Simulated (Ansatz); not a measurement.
# KI: a changed input and its effect

System: KI (P4/nmm, 4 atoms in the cell).
Method of the first run: DFT PBE, scalar-relativistic, plane waves, PAW, no spin polarisation (Ansatz 0.2.0).

The structure was made by a generator, so it may or may not be a known phase. Text and figures count atoms from 1; the logs count them from 0 in places.

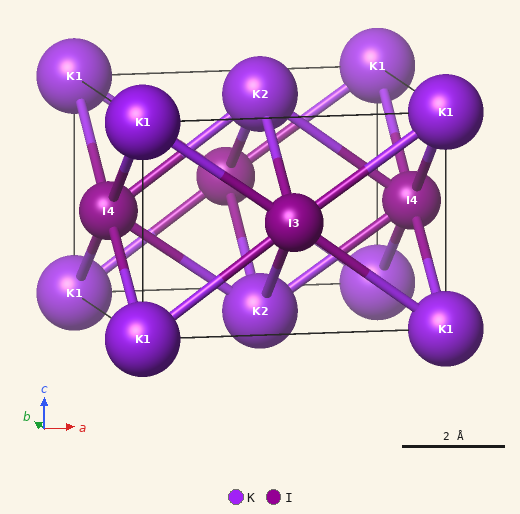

Figure 1. The structure (ball-and-stick view of the cell of the calculation, seen slightly off an axis; atoms are numbered from 1 in the order of the input). Near neighbours in the crystal (not all of them lie inside the picture): K has 8 I at 3.73 to 3.80 Å; I has 8 K at 3.73 to 3.80 Å.

The input, the first run:
```yaml
crystal:
  lattice:
    - [6.1440828087, 0.0, 0.0]
    - [0.0, 6.1440828087, 0.0]
    - [0.0, 0.0, 4.3380515977]
  atoms:
    - { symbol: K, position: [0.0, 0.0, 0.0] }
    - { symbol: K, position: [0.5, 0.5, 0.0] }
    - { symbol: I, position: [0.5, 0.0, 0.5137520455] }
    - { symbol: I, position: [0.0, 0.5, 0.4862479545] }
basis:
  ecutwfc: 420
kpoints:
  mp_grid: { grid: [4, 4, 6] }
  band_path: { path: [VBM, CBM], npoints: 2 }
hamiltonian:
  xc: pbe
scf:
  occupations: { method: gaussian, width: 0.02 }
output:
  forces: false
  stress: false
  eigenvalues: true
checkpoint:
  read: start.run
  write: ck
  compress: false
  write_wavefunctions: false
  write_every: 100000
```

Command:
```bash
ansatz run input.yaml --threads 1 --pin off --max-ram 2048MiB --backend cpu --events-out ev --progress --plain --runs-dir out
```

Hardware: 1 thread of Arm Neoverse V1, 24 GiB of memory available, shared host.

Output, shortened to warnings, some set-up lines, iterations and results (the first run):
```
Warning: checkpoint.read: basis.xc_grid differs: saved 2, current 1 (points along each axis for each point of the dense box; where the key is left out runs that use forces, runs that use the stress, dielectric runs by a finite field, finite-displacement phonons, runs of phonons.displacement_patterns under a GGA or a meta-GGA, phonons by method: dfpt, dielectric runs by the response, runs on …
Basis set: ecut = 420 eV, 3203 PW (Γ)
Symmetry: 16 space group operations
k-points: 24 of 96
Initial density: read from a saved state, or passed on in memory by an earlier SCF of this step, an earlier step, the calling program or the single point that the run made first
[...]
SCF iter   1: F=—  HF=-18107.116147 eV  |F-HF|=—  |Δ(HF+E_count)|=         —  Δρ=3.69e-6  dr2=3.67e-8  ethr=7.67e-7  ⟨swp⟩=3.0  Hψ=6008  notcnv=0
SCF iter   2: F=—  HF=-18107.116148 eV  |F-HF|=—  |Δ(HF+E_count)|=   6.18e-8  Δρ=1.35e-6  dr2=5.25e-9  ethr=7.06e-11  ⟨swp⟩=7.1  Hψ=2926  notcnv=0
SCF iter   3: F=-18107.116148 eV  HF=-18107.116148 eV  |F-HF|=6.91e-11  |Δ(HF+E_count)|=   1.59e-9  Δρ=4.51e-7  dr2=3.17e-10  ethr=1.01e-11  ⟨swp⟩=1.0  Hψ=2266  notcnv=0
SCF 1 converged in 3 iterations: F = -18107.116148 eV  dr2 = 3.17e-10
NSCF: frozen V_eff on 40 k-points
NSCF: frozen V_eff on 40 k-points
NSCF: frozen V_eff on 40 k-points
NSCF: frozen V_eff on 40 k-points
NSCF: frozen V_eff on 9 k-points
NSCF: frozen V_eff on 11 k-points
NSCF: frozen V_eff on 10 k-points
NSCF: frozen V_eff on 5 k-points
NSCF: frozen V_eff on 5 k-points
NSCF: frozen V_eff on 5 k-points
NSCF: frozen V_eff on 3 k-points
SCF converged after 3 iterations
Free energy (F): -18107.116148 eV
Harris-Foulkes:  -18107.116148 eV  (|F-HF|=6.91e-11)
Internal energy: -18107.116148 eV  (E = F + TS)
E sigma→0 (E₀):  -18107.116148 eV
Fermi energy:    5.167338 eV
--- Per-component energies (eV) ---
  E_band       = -1007.741399
  E_kinetic    = 885.213390
  E_local      = -5378.931728  (includes V_loc(G=0)·N_el)
  E_nonlocal   = -155.285903
  E_hartree    = 2560.989326
  E_xc         = -526.756069
  E_vxc        = -587.349232  (∫ρ·V_xc dr)
  E_paw        = -11197.569301  (= ΣΔE_a)
  E_vpaw       = -893.367623  (= ΣTr[D̂ρ^β])
  E_aug_tail   = -0.000020  (compensation charges beyond the density's cutoff)
  E_ewald      = -4294.775842
  E_smearing   = -0.000000  (= −TS)
  E_closure    = -0.000000  (closes the sum)
  Σ components = -18107.116148   (vs F -18107.116148, Δ=0.00e0)
```

The input of the second run differs as follows (lines with − go, lines with + come):
```diff
-  ecutwfc: 420
+  ecutwfc: 500
-  xc: pbe
+  xc: r2scan
```

What does this change do to the results?

The total energies belong to different methods, so their difference says nothing on which is more stable or more accurate. The gap on the mesh goes from 3.25 to 3.94 eV. The functional changes from PBE to r2SCAN. The plane waves at Γ go from 3203 to 4199. On the same kind of shared host the second run took about 2 times as long.

Output, shortened to warnings, some set-up lines, iterations and results (the second run):
```
Basis set: ecut = 500 eV, 4199 PW (Γ), exchange–correlation on 180×180×128 points (64 copies of the dense FFT grid, shifted against one another)
Symmetry: 16 space group operations
k-points: 24 of 96
Initial density: read from a saved state, or passed on in memory by an earlier SCF of this step, an earlier step, the calling program or the single point that the run made first
[...]
SCF iter   1: F=—  HF=-18147.595036 eV  |F-HF|=—  |Δ(HF+E_count)|=         —  Δρ=3.32e-6  dr2=1.63e-8  dr2_τ=1.33e-9  ethr=4.98e-7  ⟨swp⟩=3.1  Hψ=5953  notcnv=0
SCF iter   2: F=—  HF=-18147.595037 eV  |F-HF|=—  |Δ(HF+E_count)|=   1.08e-6  Δρ=1.89e-6  dr2=5.80e-9  dr2_τ=3.28e-10  ethr=3.13e-11  ⟨swp⟩=7.0  Hψ=2877  notcnv=0
SCF iter   3: F=-18147.595037 eV  HF=-18147.595037 eV  |F-HF|=1.52e-9  |Δ(HF+E_count)|=   4.43e-9  Δρ=8.12e-7  dr2=1.07e-9  dr2_τ=7.85e-11  ethr=1.12e-11  ⟨swp⟩=1.0  Hψ=2267  …
SCF 1 converged in 3 iterations: F = -18147.595037 eV  dr2 = 1.07e-9
NSCF: frozen V_eff on 40 k-points
NSCF: frozen V_eff on 40 k-points
NSCF: frozen V_eff on 40 k-points
NSCF: frozen V_eff on 40 k-points
NSCF: frozen V_eff on 9 k-points
NSCF: frozen V_eff on 11 k-points
NSCF: frozen V_eff on 10 k-points
NSCF: frozen V_eff on 5 k-points
NSCF: frozen V_eff on 5 k-points
NSCF: frozen V_eff on 5 k-points
NSCF: frozen V_eff on 3 k-points
SCF converged after 3 iterations
Free energy (F): -18147.595037 eV
Harris-Foulkes:  -18147.595037 eV  (|F-HF|=1.52e-9)
Internal energy: -18147.595037 eV  (E = F + TS)
E sigma→0 (E₀):  -18147.595037 eV
Fermi energy:    5.207264 eV
--- Per-component energies (eV) ---
  E_band       = -1051.084472
  E_kinetic    = 884.598868
  E_local      = -5375.852772  (includes V_loc(G=0)·N_el)
  E_nonlocal   = -155.159383
  E_hartree    = 2558.452270
  E_xc         = -510.006203
  E_vxc        = -652.555807  (∫ρ·V_xc dr)
  E_paw        = -11254.605649  (= ΣΔE_a)
  E_vpaw       = -908.030518  (= ΣTr[D̂ρ^β])
  E_aug_tail   = -0.000061  (compensation charges beyond the density's cutoff)
  E_vtau       = 39.010591  (kinetic-family band-sum trace: ∫τ·v_τ [+ j·A + Jᵃ·Aᵃ] dr)
  E_ewald      = -4294.775842
  E_core_change = -0.246264  (= ΣΔE_core)
  E_smearing   = -0.000000  (= −TS)
  E_closure    = -0.000000  (closes the sum)
  Σ components = -18147.595037   (vs F -18147.595037, Δ=0.00e0)
```

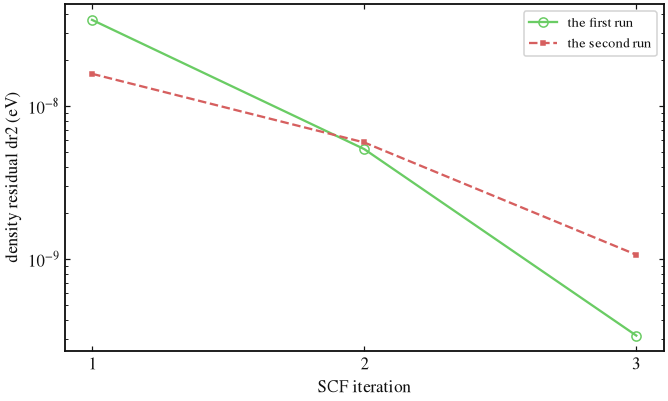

Figure 2. Convergence of the two runs: density residual dr2 against the SCF iteration. The first run takes 3 iterations in all, and the second run takes 3.

The two runs side by side:

| quantity | the first run | the second run |
| --- | --- | --- |
| outcome | converged | converged |
| free energy per atom (eV) | −4526.7790 | −4536.8988 |
| gap on the mesh (eV) | 3.25 | 3.94 |
| irreducible k-points | 24 | 24 |
| plane waves at Γ | 3203 | 4199 |
| wall time (shared host) | 28 s | 56 s |
